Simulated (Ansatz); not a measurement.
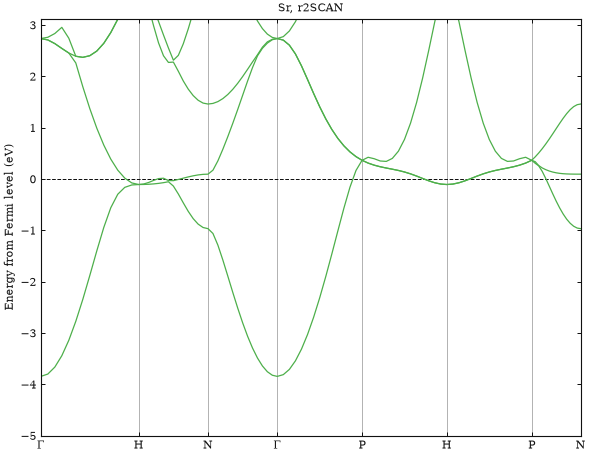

Band structure. Energies are counted from the Fermi level. The path runs straight from each named point to the next.

Question: Which Bravais lattice do the labels of the path belong to?

Answer: A body-centred cubic lattice: the path Γ–H–N–Γ–P–H–P–N runs through the special points of its Brillouin zone.

Structure: Sr, space group Im-3m (No. 229), 1 atom in the cell.

Level of theory: DFT, r2SCAN, PAW with Ansatz's default frozen-core files, scalar-relativistic, no spin polarisation, 10×10×10 k mesh; code Ansatz.

Question: Metal, semiconductor or insulator?

Answer: A metal: 2 bands cross the Fermi level along this path.
